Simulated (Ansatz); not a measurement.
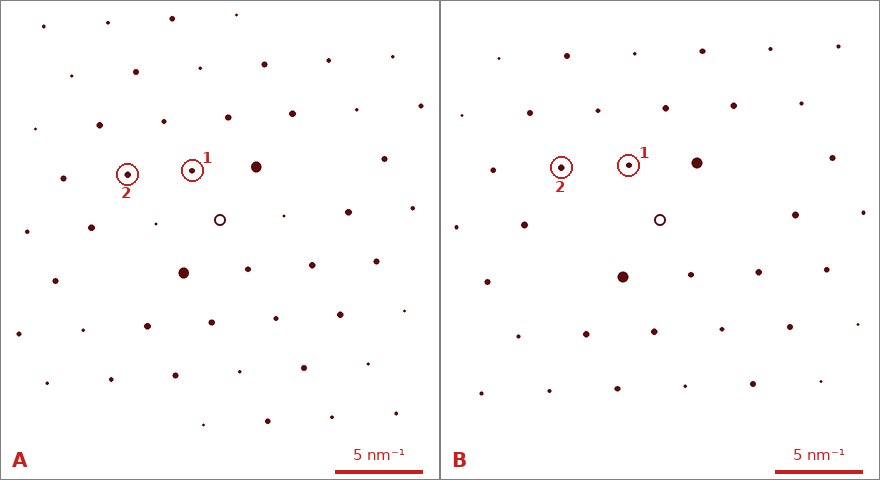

Kinematic electron diffraction patterns (300 kV, B = 0.5 Å², same scale) along [101] of the run's own cell, for the start and the end of one relaxation of MoS2 with Ansatz 0.2.0, DFT PBE, scalar-relativistic, plane waves, PAW. k mesh 12×12×6. The start is a generated model structure, and the relaxation ends in the nearest stationary point of its symmetry, not necessarily the ground state. Spot 1 is 0 -1 0 and spot 2 is 1 -2 -1 in both.

Start structure:

```
Mo S
1.0
     3.54050    0.00000    0.00000
    -1.77025    3.06616    0.00000
     0.00000    0.00000    5.71156
Mo S
1 2
Direct
  0.00000 0.00000 0.00000
  0.33333 0.66667 0.25200
  0.66667 0.33333 0.74800
```

Q: Which pattern belongs to the start structure, and which to the relaxed one?

A: A is the start: its cell gives d(1) = 3.066 Å, d(2) = 1.691 Å and an angle of 34.2°. B is the relaxed structure, with d(1) = 2.766 Å (-9.8 %), d(2) = 1.554 Å (-8.1 %) and 32.6°.

Q: What did the relaxation do to the structure and the energy?

A: The volume changed by -3.5 % to 19.93 Å³ an atom; with the mean shift removed, the atoms moved by up to 0.12 Å relative to the cell (S most); the space group stayed P-3m1 (No. 164); the free energy fell by 170 meV an atom. Relaxed cell: a = 3.193 Å, b = 3.193 Å, c = 6.772 Å, α = 90.00°, β = 90.00°, γ = 120.00°.
